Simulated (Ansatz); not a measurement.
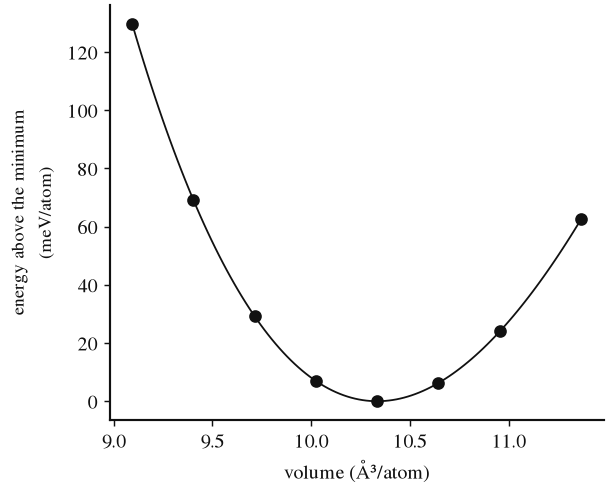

The plot gives the computed energy above the minimum against volume for SiC, space group F-43m (No. 216).

Cell as given: a = 3.080 Å, b = 3.080 Å, c = 3.080 Å, α = 60.00°, β = 60.00°, γ = 60.00°; 2 atoms.

Computed with Ansatz 0.2.0: third-order Birch-Murnaghan fit to density functional energies at scaled volumes of the given relaxed cell, shape and atoms relaxed at each volume; energies count from the fitted minimum; plane waves with PAW datasets, Γ-centred k mesh. Level: r2SCAN, no spin polarisation.

```csv
setting,value
wave cutoff,500 eV
k mesh,10×10×10
occupations,Gaussian
smearing width,0.02 eV
```

**Give the fitted equation-of-state parameters.**

A third-order Birch–Murnaghan fit gives V0 = 10.33 Å³/atom, B0 = 227 GPa and B′ = 3.9.
